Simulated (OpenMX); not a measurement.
# Energy of Zr along an even scaling of the cell

System: Zr (Im-3m, 1 atom in the cell).
Method: Kohn-Sham DFT of a periodic cell, PBE, OpenMX 2013 PBE set, no spin polarisation (OpenMX 3.8.5).

The 7 runs differ only in the geometry, by an even scaling of the cell at fixed fractional positions. The structure derives from an entry of the Crystallography Open Database.

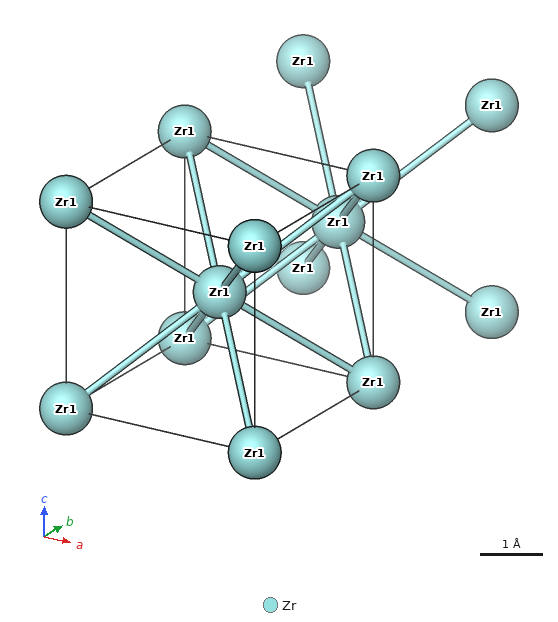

Figure 1. The structure of run 4 (ball-and-stick view of the cell 2 times as large as that of the calculation, set on its symmetry axes, repeated 1 × 2 × 1, seen at an oblique angle; atoms are numbered from 1 in the order of the input).

### Input of run 4
```
System.CurrrentDirectory             ./
System.Name                          Zr
DATA.PATH                            ./DFT_DATA13
level.of.stdout                      1
level.of.fileout                     0
Species.Number                       1
<Definition.of.Atomic.Species
  Zr  Zr7.0-s3p2d1           Zr_PBE13
Definition.of.Atomic.Species>

Atoms.Number                         1
Atoms.SpeciesAndCoordinates.Unit     FRAC
<Atoms.SpeciesAndCoordinates
    1  Zr    0.0000000000    0.0000000000    0.0000000000   6.000  6.000
Atoms.SpeciesAndCoordinates>

Atoms.UnitVectors.Unit               Ang
<Atoms.UnitVectors
    -1.8100000000    1.8100000000    1.8100000000
     1.8100000000   -1.8100000000    1.8100000000
     1.8100000000    1.8100000000   -1.8100000000
Atoms.UnitVectors>

scf.XcType                           GGA-PBE
scf.SpinPolarization                 off
scf.ElectronicTemperature            580.226
scf.energycutoff                     400.0
scf.maxIter                          100
scf.EigenvalueSolver                 band
scf.Kgrid                            11 11 11
scf.Mixing.Type                      rmm-diisk
scf.Init.Mixing.Weight               0.05
scf.Min.Mixing.Weight                0.001
scf.Max.Mixing.Weight                0.3
scf.Mixing.History                   25
scf.Mixing.StartPulay                8
scf.criterion                        1.0e-8
scf.stress.tensor                    on
MD.Type                              nomd
Band.dispersion                      on
Band.Nkpath                          6
<Band.kpath
   17   0.000000  0.000000  0.000000    0.500000 -0.500000  0.500000  G H
   12   0.500000 -0.500000  0.500000    0.000000  0.000000  0.500000  H N
   12   0.000000  0.000000  0.500000    0.000000  0.000000  0.000000  N G
   15   0.000000  0.000000  0.000000    0.250000  0.250000  0.250000  G P
   15   0.250000  0.250000  0.250000    0.500000 -0.500000  0.500000  P H
    9   0.250000  0.250000  0.250000    0.000000  0.000000  0.500000  P N
Band.kpath>
```

Command:
```bash
openmx Zr.dat -nt 1 > Zr.std
```

Run 5 has the same physical settings and fractional positions; its lattice vectors (Å) are:
```
  -1.821987    1.821987    1.821987
   1.821987   -1.821987    1.821987
   1.821987    1.821987   -1.821987
```

### Results, with one run withheld

```csv
run,volume per atom (Å³),"free energy per atom, from the lowest run given (meV)"
1,22.296,15.16
2,22.770,4.51
3,23.245,0.00
4,23.719,1.41
5,24.193,?
6,24.668,20.04
7,25.142,36.25
```

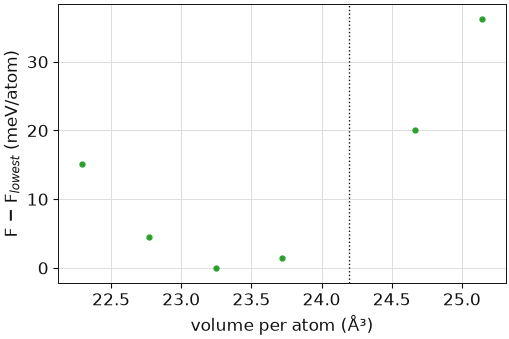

Figure 2. Free energy per atom of the runs given; the dotted line marks run 5.

Fit the runs given and predict run 5.

A cubic polynomial in V^(−2/3) (the Birch–Murnaghan form), fitted to the 6 runs given, misses them by at most 0.06 meV per atom. With x = V^(−2/3) − 0.12153 Å⁻², it reads F = 0.59101 − 1754.9 x + 1.051e+06 x² − 4.053e+06 x³ (meV per atom). At run 5 it gives 8.23 meV per atom, and the run itself gives 8.33. The fit has its minimum at 23.361 Å³ per atom, where V d²F/dV² gives 95 GPa: the bulk modulus at this level, since symmetry fixes the shape and the positions.

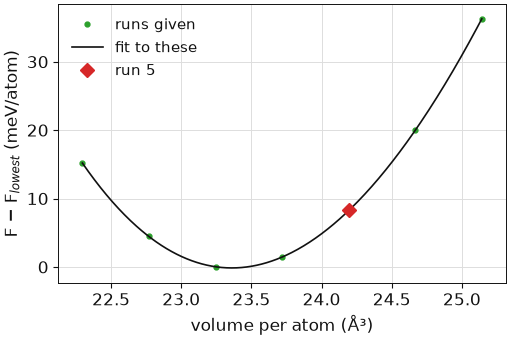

Figure 3. The fit and the withheld run.

### Some lines of the output (run 5)
```
[...]
  Cell_Volume =    163.264737733403 (Bohr^3)
        Total energy (Hartree) at MD = 1
   kloop=0
   kloop=1
   kloop=665
```

Notes: With a small basis of atomic orbitals these values can differ much from converged plane-wave results.
